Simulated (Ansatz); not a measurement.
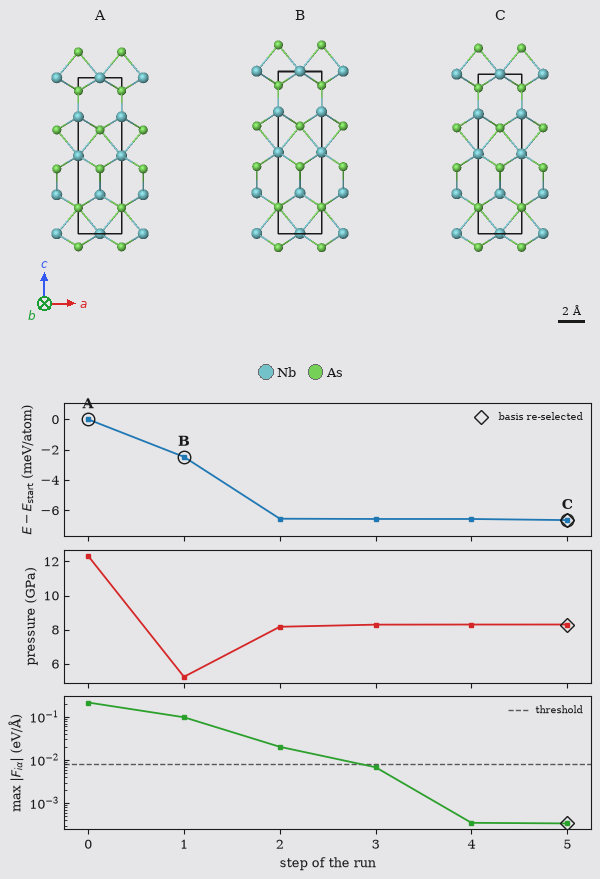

Frames of a relaxation of crystalline NbAs (set up in I4_1md), marked on the history of the run. A ball-and-stick model of the cell of the calculation, seen along the b axis.

Case: biaxial strain in the a-b plane of -4.0 %; c and atoms relaxed.

Computed with DFT PBE, scalar-relativistic, plane waves, PAW in Ansatz. Set-up: plane-wave cutoff 420 eV; k-point mesh 10 × 10 × 4; occupations gaussian; smearing width 0.1 eV; no spin polarisation; cell relaxed at fixed a, b, gamma; force threshold 0.008 eV/Å; at most 40 steps.

> Describe the path.

The energy falls by 6.6 meV per atom in 4 accepted moves (5 points after the start). The largest force component goes from 0.22 to 0.00034 eV/Å. The pressure goes from 12.33 to 8.30 GPa. The SCF was repeated once at an unchanged geometry on a basis and grid sized afresh for the cell, which shifted the energy by 0.1 meV per atom at most. The largest moves relative to the cell, 0.015 Å, are those of Nb and As atoms. Largest moves by element: As 0.015 Å, Nb 0.015 Å. Cell: a = b unchanged at 3.335 Å, c 12.031 → 12.294 Å (+2.2 %). Volume +2.2 %. Among the contacts that change: As–Nb 2.565 → 2.586 Å, As–Nb 2.602 → 2.612 Å. Bond angles that change, for instance: As–Nb–As 133.6° → 131.5°, Nb–As–Nb 133.6° → 131.5°. The space group stays I4_1md (No. 109). Cost: 3.1 min on 1 thread of Intel(R) Xeon(R) 6975P-C (Granite Rapids) (shared host), peak memory 0.71 GiB. From step 0 to 1: Nb and As atoms move most (0.02 Å), volume +4.0 %, energy −2.5 meV per atom. From step 1 to 5: volume −1.8 %, energy −4.2 meV per atom.
